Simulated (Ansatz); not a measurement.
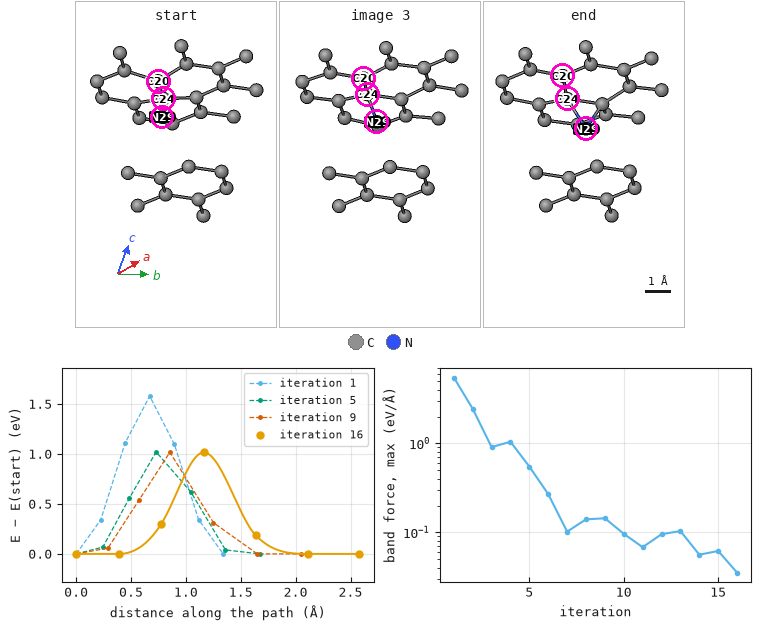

A search for the minimum-energy path of a defect cell of composition C28N (29 atoms in the cell) by the nudged elastic band. Images are numbered from 0 (start) to 6 (end). The plot follows the band through its iterations. The picture is a ball-and-stick view of the atoms within 4.2 Å of the middle of the path, seen from a free direction. The atoms that move most are ringed. Bonds to atoms that aren't drawn are left out.

These are results of Ansatz, DFT PBE, scalar-relativistic, plane waves, PAW, not measurements. Set-up: plane-wave cutoff 420 eV; k-point mesh 4 × 4 × 4; Gaussian smearing 0.1 eV; 5 movable images; climbing image.

**Did the band converge, and can the barrier be trusted?**

The run is converged, with reservations. The band converged in 16 iterations. The largest component of the band force went from 5.5 to 0.035 eV/Å. The climbing image converged on the top of the path. Its curvatures weren't checked. The first iteration put the highest image at 1.58 eV. The barrier is about 1.02 eV in both directions, with image 3 at the top; the ends have the same energy.

Limits of the set-up: the cell has an odd number of electrons but was run without spin polarisation; the periodic images lie only 6.5 Å apart, so the values are limited by the cell's size.

The run took 54 min on 4 threads of Arm Neoverse V1 (shared host), peak memory 4.1 GiB.
